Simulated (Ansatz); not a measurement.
# Single-point calculation of Os

- system: Os (P2₁/m, 2 atoms in the cell)
- method: DFT, PBE, all-electron LAPW, scalar-relativistic (Ansatz 0.2.0)

It belongs to a series of runs on one base structure; here: xy shear strain of +3 %.

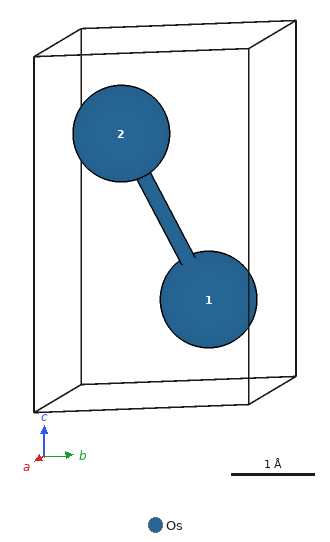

**Figure 1.** The input geometry (ball-and-stick view of the cell of the calculation, seen slightly off an axis; atoms are numbered from 1 in the order of the input). An atom can appear more than once, as a periodic image. Near neighbours in the periodic cell (some may lie outside the picture): Os has 12 Os at 2.68 to 2.79 Å.

What the run reported

```tsv
quantity	value
outcome	refused by the program
space group (tolerance 0.01 Å)	P2₁/m (11)
hardware	1 thread of Arm Neoverse V1, 24 GiB of memory available, shared host
```

The program refused the input: “memory limit exceeded: the `scf loop` phase needs 2.93 GiB against the run's memory maximum of 2.00 GiB; largest carriers: full-potential states 1.26 GiB, full-potential basis 0.79 GiB, wavefunctions 0.51 GiB, unmodelled-tail allowance 0.28 GiB, density mixer 0.04 GiB …”

Input
```yaml
crystal:
  lattice:
    - [2.7532531585, 0.0412987974, 0.0]
    - [-1.3408607716, 2.3637377796, 0.0]
    - [0.0, 0.0, 4.3481360456]
  atoms:
    - { symbol: Os, position: [0.3333333333, 0.6666666667, 0.25] }
    - { symbol: Os, position: [0.6666666667, 0.3333333333, 0.75] }
kpoints:
  mp_grid: { grid: [16, 16, 9] }
scf:
  occupations: { method: fermi_dirac, width: 0.03 }
hamiltonian:
  xc: pbe
  pseudopotentials: { kind: all_electron, lapw: { basis_error: 0.00025 } }
output:
  forces: true
  stress: true
  eigenvalues: true
```

Command:
```bash
ansatz run input.yaml --threads 1 --pin off --max-ram 2048MiB --backend cpu --events-out ev --progress --plain --runs-dir out
```

Output
```
LAPW: plane waves up to 9.447 Å⁻¹, error target 2.5e-4 eV per atom; small_component_spin mean_spin; Os in spheres of 1.341 Å, 46 of its electrons in bands, Dirac shells [] (how accurate: hamiltonian.pseudopotentials.lapw.basis_error, Limitations)
Engine: ansatz 0.2.0, aarch64-unknown-linux-gnu
Pseudopotentials: kind: all_electron
Pseudopotential: Os, LAPW, valence charge 46, lapw/all_electron/scalar/gaussian/Os, Koelling and Harmon's equation, gaussian nucleus
Functional definition: PBE
  parameter kappa = 0.804
  parameter beta = 0.06672455060314922
  exchange = pbe_x(kappa = kappa, mu = beta*pi^2/3)
  correlation = pbe_c(beta = beta)
Error: memory limit exceeded: the `scf loop` phase needs 2.93 GiB against the run's memory maximum of 2.00 GiB; largest carriers: full-potential states 1.26 GiB, full-potential basis 0.79 GiB, wavefunctions 0.51 GiB, unmodelled-tail allowance 0.28 GiB, density mixer 0.04 GiB; a smaller basis.ecutwfc or, where none is typed, a larger hamiltonian.pseudopotentials.lapw.basis_error lowers the `full-potential` rows, and so do fewer k-points and bands; a later phase of this entry needs more than this one; a spill directory would not be enough: with 650 of 650 wavefunction blocks spilled the largest phase would still need 2.43 GiB
with nothing else changed it takes a maximum of at least 2.93 GiB, with nothing to spare, and 3.23 GiB leaves up to a tenth: --max-ram 3.23GiB where that set the maximum, else more of the term that did, and with no share typed, where 3.23 GiB is over 0.88 of the host's memory or its container's limit, a share of 0.88 or more that holds the maximum too (--max-ram-frac F), where one does; The budget is ten elevenths of this run's memory maximum, which was set by `override`, `--max-ram`. Only more of that lifts it, as far as the next of its terms, where there is one: `probe`, the memory found free on the host or within its container's limit (plus what this process already holds); `hard-limit-fraction`, `--max-ram-frac`'s share of the host's memory or its container's limit, at most the whole. Or run on fewer --threads (every phase holds memory for each worker), or reduce the deck (k-points, bands, cutoff, basis.xc_grid; a resume cannot: its deck is fixed); --dry-run prints the memory plan (there is none under scf.eigensolver.kind: dense, nor of a phonons: deck that is refused for the q-mesh of its integrals; under relax.cell it leaves out what runs after the relaxation; the manual's page Python interface lists what else it leaves out, under The engine at run.memory_plan())
```
